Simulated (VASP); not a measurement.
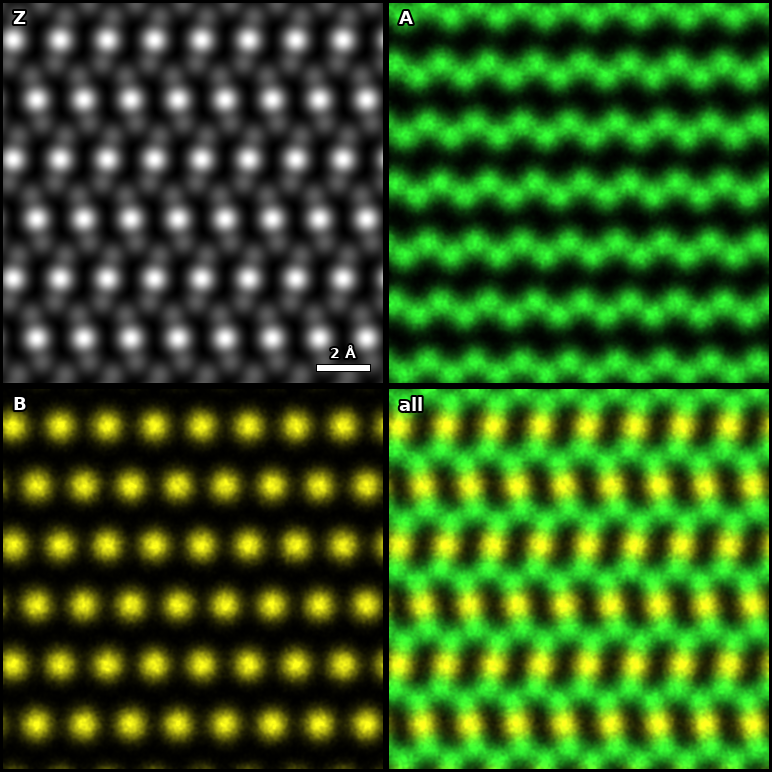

TiO2 (P4_2/mnm, No. 136) along [102]. Panel Z: Simulation: incoherent imaging, intensity Z^1.6 per atom, probe width 0.65 Å, thin sample. The display is stretched by a gamma of 0.65; percentages refer to the linear signal. The other panels are simulated element maps (the number of atoms of one element along the beam, blurred by 0.9 Å, with counting noise; each on its own scale, no channelling); the last overlays them. Structure used: a cell listed in the Materials Project, as set up for an electronic-structure calculation.

```
Ti O
1.0
     4.59984    0.00000    0.00000
     0.00000    4.59984    0.00000
     0.00000    0.00000    2.95921
Ti O
2 4
Direct
  0.00000 0.00000 0.50000
  0.50000 0.50000 0.00000
  0.30432 0.30432 0.50000
  0.19568 0.80432 0.00000
  0.80432 0.19568 0.00000
  0.69568 0.69568 0.50000
```

Which element does each lettered map show?

A: O, B: Ti. The projected cell (1.82 × 4.60 Å, 90°) holds 6 columns: 4 of O and 2 of Ti. No column is shared by two of the mapped elements.
